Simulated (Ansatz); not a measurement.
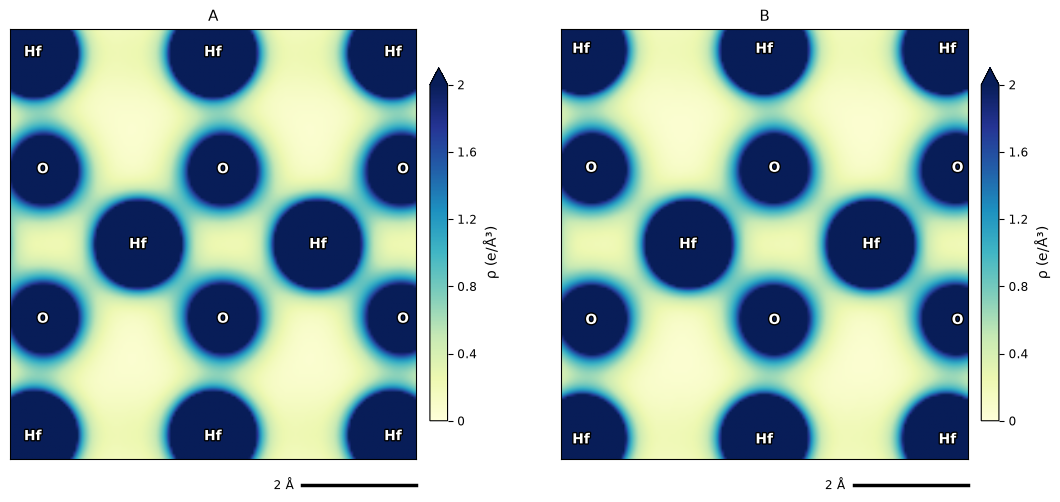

HfO$_{2}$. The valence electron density of two cells that differ in size, on the (11̄0) plane of each (indices in the axes of the calculation cell), at one length scale and on one colour scale: B has 12.5 Å³ an atom and A 11.9.

Space group P-42₁m; a point of a scan over the structure, not its minimum; a structure from a database of computed crystals, not necessarily the ambient phase; PAW files of the earlier set (soft_1).

Level of theory: Ansatz 0.2.0, DFT PBE, scalar-relativistic, plane waves, PAW.

> What does the compression do to the bonding and the properties?

From the larger cell to the smaller, Hf–O goes from 2.02 to 1.98 Å, and the density at its midpoint from 0.82 to 0.88 e/Å³; Hf–Hf goes from 3.21 to 3.16 Å, and the density at its midpoint from 0.21 to 0.23 e/Å³; the pressure goes from 6 to 20 GPa; the Kohn–Sham gap goes from 4.1 eV to 4.3 eV.
